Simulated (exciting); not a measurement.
The N K edge of atom 2 in GaN, space group F-43m, with 4 Ga at 1.95 Å (tetrahedral, site symmetry -43m), was computed at 2 levels: exchange and screened direct term (singlet BSE) and independent particles. Common settings: exciting, all-electron LAPW+lo, LDA, 6×6×6 shifted k points, 11 conduction bands, |G+q| up to 3 bohr⁻¹, full RPA screening with nempty = 30, Lorentzian half width 0.45 eV.

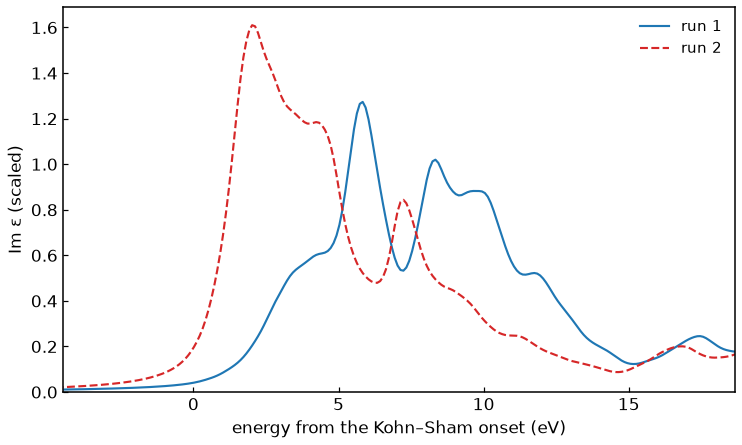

Energy from the Kohn–Sham onset, core level to the lowest empty state found on the meshes used; all runs on one relative scale.

**Question.** Which run is which, and why?

Run 1: independent particles; highest local maximum in the window at 5.8 eV. Run 2: exchange and screened direct term (singlet BSE); highest local maximum in the window at 2.0 eV. The attractive direct term pulls weight down: the curves pass 0.24 at 2.2 and 0.2 eV in the order of the runs. Fine structure above the first lines is partly noise of the 216-point mesh.

[Hosts, paths, dates, database ids (printed as entryN), source tags and the programs' standing remarks are cut or masked in the printed files.]
